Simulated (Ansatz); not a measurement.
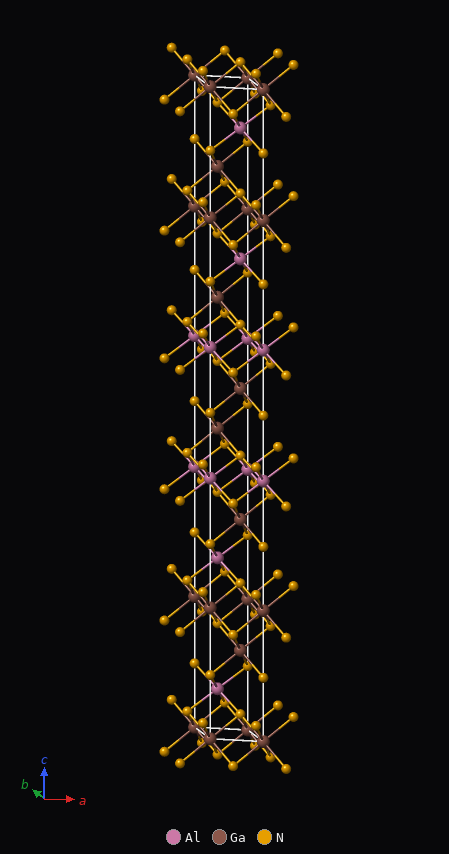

We look at a ball-and-stick model of the crystal slightly off an axis. The frame is the conventional unit cell; atoms at its boundary are shown with their periodic copies. Some atoms of the next cells are drawn as well. Cell: a = 2.96 Å, b = 2.96 Å, c = 36.32 Å, α = 90.00°, β = 90.00°, γ = 120.00°.

The model was built from a structure type filled with these elements by a generator (whether the compound takes this form wasn't checked). Earlier steps of the study, as a rule a relaxation of our own, may have changed the cell and positions, so they can lie some per cent off the listed ones. A calculation with Ansatz used it as input.

### Summary of the structure:

The stoichiometry is Al2Ga3N5. The atoms follow space group R-3m (No. 166); the Bravais lattice is rhombohedral (trigonal R). It has 30 atoms to the cell (6 Al, 9 Ga, 15 N). The coordination shell of Al holds six N in an octahedral arrangement at about 2.1 Å. Around each Ga lie six N in an octahedral arrangement at about 2.1 Å. N takes three kinds of site: 6c with three Al and three Ga in an octahedral arrangement (about 2.1 Å to Al, 2.1 Å to Ga); 6c with three Al and three Ga in an octahedral arrangement (about 2.1 Å to Al, 2.1 Å to Ga); 3b with six Ga in an octahedral arrangement at about 2.1 Å. The bonds build a three-dimensional framework.

Results below were computed with Ansatz 0.2.0, DFT PBE, scalar-relativistic, plane waves, PAW; the settings were cutoff 420 eV, k-points about 0.20 Å⁻¹ apart, Gaussian smearing of 0.02 eV, no spin polarisation.

### Predict the gap.

A semiconductor at this level, with a gap of 1.69 eV, indirect.

### State the Bader charges by element.

Al +2.47 e; Ga +1.65 e; N -2.06 to -1.65 e.

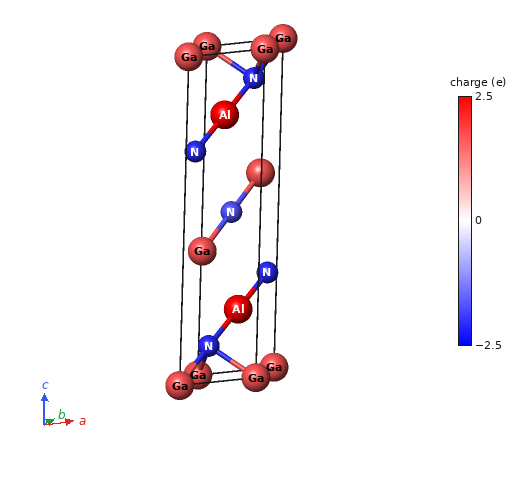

The atoms coloured by those charges. The run's cell of 10 atoms is drawn in a reduced setting, so axes and origin can differ from the first picture.

### Is the structure in equilibrium?

Yes. All forces vanish to within 0.01 eV/Å. The pressure is 0.0 GPa, close to zero.
